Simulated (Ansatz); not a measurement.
```yaml
crystal:
  lattice:
    - [3.05843, 0.00000, 0.00000]
    - [0.00000, 3.05843, 0.00000]
    - [0.00000, 0.00000, 3.05843]
  atoms:
    - { symbol: Si, position: [0.00000, 0.00000, 0.00000] }
    - { symbol: W, position: [0.50000, 0.50000, 0.50000] }
```

Space group Pm-3m; a structure generated by program, which may or may not match a known phase.

The calculation used Ansatz 0.2.0, DFT PBE, scalar-relativistic, plane waves, PAW.

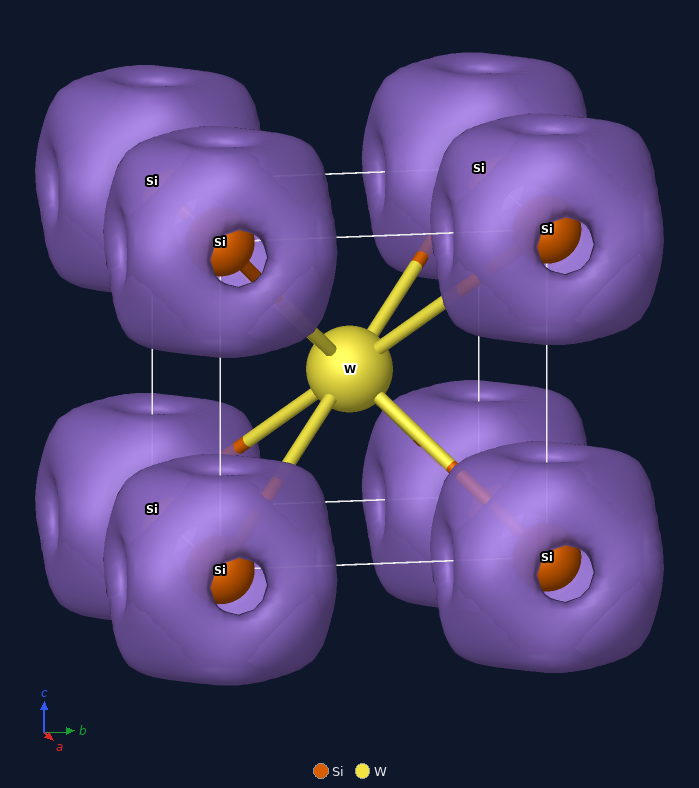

SiW. Isosurface of the ELF at 0.6 (purple), seen slightly off an axis. Core shells and regions of very low density are left out. Sticks mark near contacts.

In a PAW calculation such maps are meaningful between the atoms, not at the nuclei.

Q: Where are the electrons localised?

A: The ELF exceeds this value in one region wrapped around Si (its valence shell), counted in one cell of 2 atoms. Any copies at cell faces, edges or corners count once. Along the contacts the grid gives the following. Si–W (2.65 Å): the ELF peaks at about 0.70 in the valence shell of Si, 0.9 Å from its nucleus, and is about 0.40 at the midpoint.

Q: Does the calculation make it a metal, or give it a gap?

A: It is gapless in this calculation (a metal or semimetal).
